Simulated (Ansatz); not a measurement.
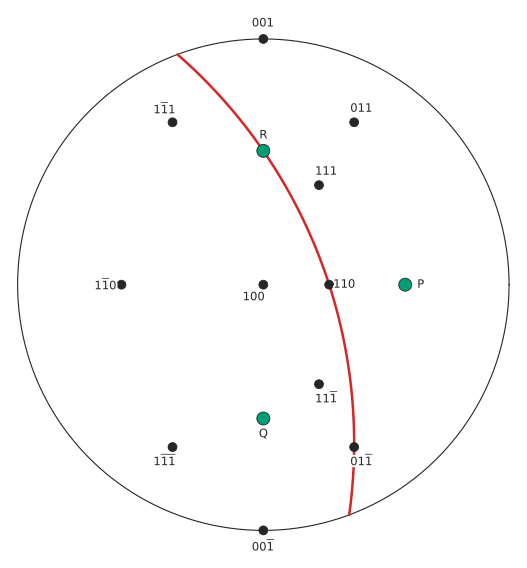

For TaN, coordinates from a relaxation with DFT PBE, scalar-relativistic, plane waves, PAW (Ansatz): stereographic projection of plane normals (upper hemisphere) centred on (1 0 0). Geometry calculated from the standardised cell; symmetry tolerance 0.002 Å.

a = 5.226 Å, b = 5.226 Å, c = 2.923 Å, α = 90.00°, β = 90.00°, γ = 120.00°.

Index the poles marked P, Q, R.

P is (0 1 0), in four indices (0 1 −1 0), 60.0° from the centre; Q is (1 0 −1), in four indices (1 0 −1 −1), 57.1° from the centre; R is (1 0 1), in four indices (1 0 −1 1), 57.1° from the centre.

Which zone does the coloured great circle trace?

The zone [1 −1 −1]: its poles satisfy h − k − l = 0.

What is the angle between the normals of (1 0 1) and (1 1 1), and what are their d_hkl = 1/|g|?

24.5°; d = 2.455 Å and 1.948 Å.
